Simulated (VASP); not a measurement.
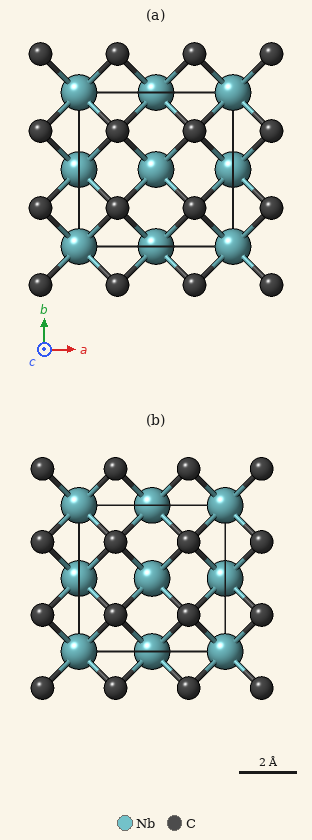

The structure of crystalline NbC2 (a generated structure, set up in Fm-3m) before (top) and after (bottom) a relaxation, at one scale.

Style: ball-and-stick. Shown: the conventional cell (4 times the calculation's cell), along the c axis. Lengths and directions refer to the drawn axes.

The run lets cell and atoms move.

All numbers below come from Kohn-Sham DFT of a periodic cell, PBE, VASP PAW PBE potentials, recommended in VASP 6.6.1.

Input
```
SYSTEM = NbC2
PREC     = Normal         ! precision mode
ENCUT    = 520            ! plane-wave cutoff, eV
EDIFF    = 1E-4           ! SCF threshold, eV
ISMEAR   = 0              ! smearing method
SIGMA    = 0.15           ! smearing width, eV
LREAL    = .FALSE.        ! projectors in reciprocal space
LASPH    = .TRUE.         ! aspherical terms in the spheres
NELM     = 60             ! most SCF steps
ALGO     = Fast           ! electronic algorithm
ISIF     = 3              ! what is computed and relaxed
LWAVE    = .FALSE.        ! write WAVECAR
LCHARG   = .FALSE.        ! write CHGCAR
GGA      = PE             ! functional
IBRION   = 2              ! ionic algorithm
NSW      = 24             ! ionic steps
EDIFFG   = -0.08          ! ionic threshold
```

Command:
```bash
cat potpaw_PBE.64/Nb_sv/POTCAR potpaw_PBE.64/C/POTCAR > POTCAR
mpirun -np 1 vasp_std > vasp.out
```

Summarise the run.

Answer. The atoms keep their places relative to the cell (all moves are under 0.005 Å). The volume changes by −14.6 %, with a = b = c 5.437 → 5.159 Å (−5.1 %). Near-neighbour distances that change, for instance: C–Nb 2.354 → 2.234 Å. The space group stays Fm-3m (No. 225). After 2 geometry steps the energy has fallen by 0.540 eV per cell of the calculation. All forces vanish by symmetry, so only the cell relaxes. The pressure goes from −24.93 to −0.93 GPa. At step 1 the optimiser overshot: the energy rose above the start, and later steps came back. The volume changes by over a tenth within one run on a fixed set of plane waves, so the end point should be relaxed again from the new cell. It ran on 1 thread of Intel(R) Xeon(R) Platinum 8259CL CPU @ 2.50GHz (Skylake/Cascade Lake), on a shared host.
